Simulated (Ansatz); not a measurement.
Single-point calculation of CuO (part 1 of 2)

- system: CuO (4 atoms in the cell)
- method: DFT PBE+U, scalar-relativistic, plane waves, PAW, Ueff = 7 eV on Cu atom 1 d; Ueff = 7 eV on Cu atom 2 d, spin-polarised (Ansatz 0.2.0)

The structure derives from an entry of the Crystallography Open Database. It belongs to a series of runs on one base structure; here: natural orbitals of the symmetric run, filled by rank. Figures and captions count atoms from 1; the log counts them from 0 in places.

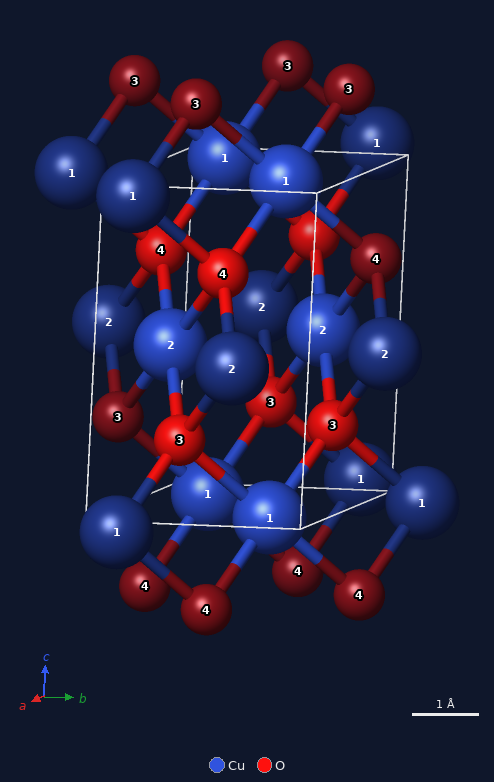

Fig. 1: The structure as given in the input (ball-and-stick view of the cell 2 times as large as that of the calculation, set on its symmetry axes, seen slightly off an axis; neighbours outside the cell are drawn fainter; atoms are numbered from 1 in the order of the input). Near neighbours in the crystal (not all of them lie inside the picture): Cu has 4 O at 1.95 to 1.96 Å; O has 4 Cu at 1.95 to 1.96 Å.

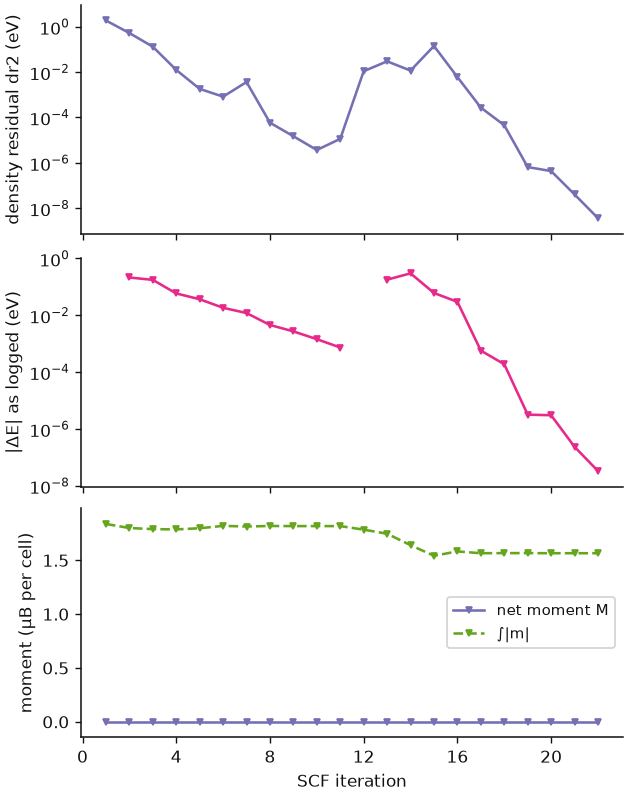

Fig. 2: Convergence of the self-consistent field: density residual dr2, size of the energy change and magnetic moment against the SCF iteration. The residual falls unevenly and jumps up by a factor of two or more 5 times on the way down. The net moment stays at 0.0 μB per cell.

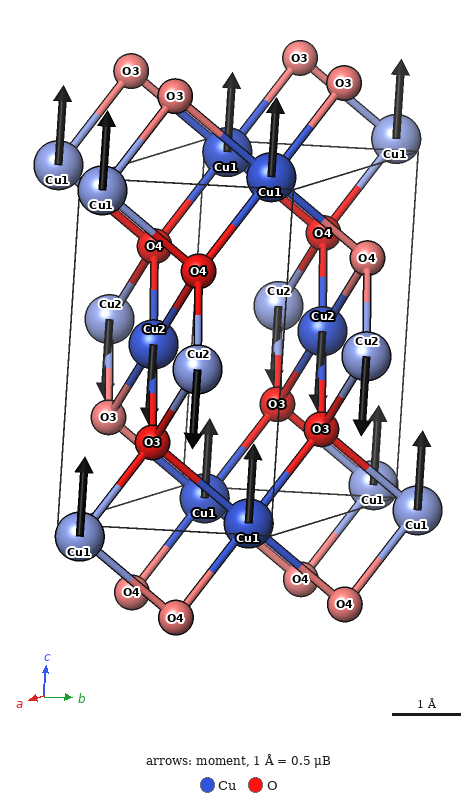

Fig. 3: Magnetic moments of the sites as black arrows (ball-and-stick view of the cell 2 times as large as that of the calculation, set on its symmetry axes, seen slightly off an axis; neighbours outside the cell are drawn fainter; atoms are numbered from 1 in the order of the input); small moments hardly show. The run is collinear, so the axis drawn is arbitrary. Site moments: Cu1 (0.60 μB); Cu2 (−0.60 μB). They are counted near the atoms and needn't add up to the moment of the cell.

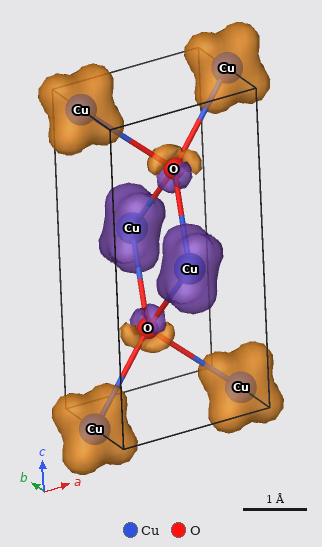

Fig. 4: Isosurfaces of the spin density at +0.15 (orange) and −0.15 e/Å³ (purple), seen slightly off an axis. Sticks mark near contacts. The outline is the cell set on symmetry axes of the magnetic structure. The cell of the calculation (4 atoms) carries 0.0 μB net. Core electrons are frozen (PAW), so the fields are smoothed inside the atomic spheres.

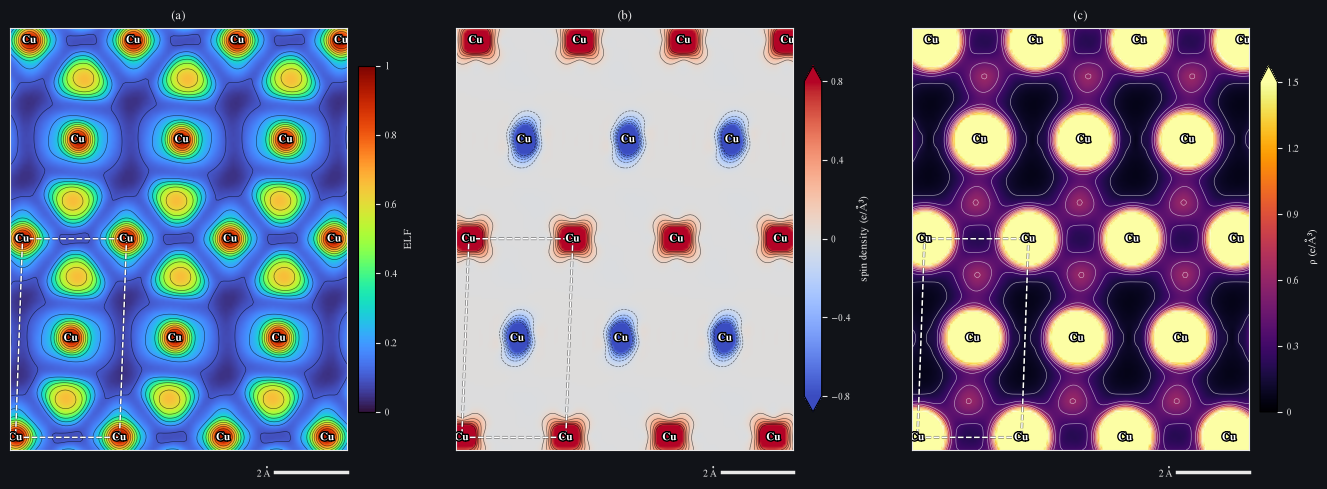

Fig. 5: (a) electron localisation function; (b) spin density; (c) valence electron density on the (011) plane of the conventional cell of the magnetic structure. Atoms in the plane: Cu. Away from the nuclei the density in this plane falls to 0.07 e/Å³ at its lowest. The strong features right at Cu lie inside the PAW spheres (semicore, d or f shells) and say nothing about bonding. The cell of the calculation (4 atoms) carries 0.0 μB net.

These pictures come from the run below.

The input:
```yaml
crystal:
  lattice:
    - [2.34184962, -1.71129972, 0.0]
    - [2.34184962, 1.71129972, 0.0]
    - [-0.85002986, 0.0, 5.05786919]
  atoms:
    - { symbol: Cu, position: [0.0, 0.5, 0.0], spin: 1.0 }
    - { symbol: Cu, position: [0.5, 0.0, 0.5], spin: -1.0 }
    - { symbol: O, position: [0.5816, 0.4184, 0.25] }
    - { symbol: O, position: [0.4184, 0.5816, 0.75] }
basis:
  ecutwfc: 420
  ecutrho_ratio: 4
kpoints:
  mp_grid: { grid: [7, 7, 4] }
hamiltonian:
  xc: pbe
  hubbard:
    sites:
      - { site: 0, l: d, u_eff: 7.0, starting_ns: [{ spin: up, occupation_matrix: s0up }, { spin: down, occupation_matrix: s0down }] }
      - { site: 1, l: d, u_eff: 7.0, starting_ns: [{ spin: up, occupation_matrix: s1up }, { spin: down, occupation_matrix: s1down }] }
    occupation_matrices:
      s0up:
        matrix:
          - [0.97, 0.0, 0.0, 0.0, 0.0]
          - [0.0, 0.97, 0.0, 0.0, 0.0]
          - [0.0, 0.0, 0.97, 0.0, 0.0]
          - [0.0, 0.0, 0.0, 0.97, 0.0]
          - [0.0, 0.0, 0.0, 0.0, 0.97]
      s0down:
        matrix:
          - [0.96995, 0.00518, -0.00378, 0.00167, 0.00061]
          - [0.00518, 0.39454, 0.42013, -0.18566, -0.06731]
          - [-0.00378, 0.42013, 0.66327, 0.13554, 0.04914]
          - [0.00167, -0.18566, 0.13554, 0.9101, -0.02172]
          - [0.00061, -0.06731, 0.04914, -0.02172, 0.96213]
      s1up:
        matrix:
          - [0.96995, 0.00518, 0.00378, 0.00167, -0.00061]
          - [0.00518, 0.39454, -0.42013, -0.18566, 0.06731]
          - [0.00378, -0.42013, 0.66327, -0.13554, 0.04914]
          - [0.00167, -0.18566, -0.13554, 0.9101, 0.02172]
          - [-0.00061, 0.06731, 0.04914, 0.02172, 0.96213]
      s1down:
        matrix:
          - [0.97, 0.0, 0.0, 0.0, 0.0]
          - [0.0, 0.97, 0.0, 0.0, 0.0]
          - [0.0, 0.0, 0.97, 0.0, 0.0]
          - [0.0, 0.0, 0.0, 0.97, 0.0]
          - [0.0, 0.0, 0.0, 0.0, 0.97]
    ns_hold: { iters: 10 }
scf:
  occupations: { method: gaussian, width: 0.05 }
  lower_state_search: "off"
  max_iter: 150
output:
  forces: true
  stress: true
  eigenvalues: true
  populations: true
  hubbard: { sites: [{ site: 0, l: d }, { site: 1, l: d }] }
  write_density: true
  write_potential: true
  elf: true
  volumetric_format: npy
magnetization:
  spin_polarized: true
```

Launch command:
```bash
ansatz run input.yaml --threads 2 --pin off --max-ram 3072MiB --backend cpu --events-out ev --progress --plain --runs-dir out
```

Output:
```
Cu: projections on atomic orbitals take those of the free atom [Ne] 3s2 3p6 3d10 4s1, of charge +0.00 (hamiltonian.pseudopotentials.projection_atoms); the dataset's partial waves leave at most 2.0e-6 of an orbital's norm unspanned inside its sphere
O: projections on atomic orbitals take those of the free atom [He] 2s2 2p4, of charge +0.00 (hamiltonian.pseudopotentials.projection_atoms); the dataset's partial waves leave at most 1.9e-8 of an orbital's norm unspanned inside its sphere
Engine: ansatz 0.2.0, aarch64-unknown-linux-gnu
Pseudopotentials: kind: paw
Pseudopotential: Cu, paw, valence charge 19, recommended cutoff 420 eV (normal), Cu.paw.azcp
Pseudopotential: O, paw, valence charge 6, recommended cutoff 420 eV (normal), O.paw.azcp
Functional definition: PBE
  parameter kappa = 0.804
  parameter beta = 0.06672455060314922
  exchange = pbe_x(kappa = kappa, mu = beta*pi^2/3)
  correlation = pbe_c(beta = beta)
Crystal: 4 atoms, lattice volume = 40.540 Å³
Basis set: ecut = 420 eV, 787 PW (Γ), exchange–correlation on 40×40×72 points (8 copies of the dense FFT grid, shifted against one another)
Bands: 32, of which v1, the nominal top of the filled ones, is band 25 counted from 1 (24 counted from 0)
Symmetry: 2 space group operations
Space group: P-1 (ITA 2), of the structure as read, at distance tolerance 3.4e-5 Å
Magnetic group: BNS 15.89 (UNI 96), of the structure as read, at distance tolerance 3.4e-5 Å
k-points: 99 of 196
Non-local potential: Cu, projectors of the file, l = 0: 3, l = 1: 2, l = 2: 3, l = 3: 1
Non-local potential: O, projectors of the file, l = 0: 2, l = 1: 2, l = 2: 1
PAW form: soft (Blöchl's): semilocal exchange-correlation on the pseudo side does not see the compensation charge
PAW one-centre angular grid: Cu, 590 points (default); XC on 64 Gauss nodes
PAW one-centre angular grid: O, 110 points (default); XC on 64 Gauss nodes
Initial density: superposition of atomic densities (chi_scale 0.1, normalization cell, long waves kept (reshape's long-wave potential 0.00 eV rms))
Starting moments: Σ|m| = 2 μB on 2 of 4 sites
Starting magnetic order: altermagnet, d-wave, bulk spin-momentum locking; spin-degenerate plane through Γ normal to [1 -1 0] of the run's lattice
Initial wavefunctions: pseudopotential atomic-orbital guess
Functional: x = pbe(κ = 0.804, μ = 0.2195149727645171), c = pbe(β = 0.06672455060314922)
```
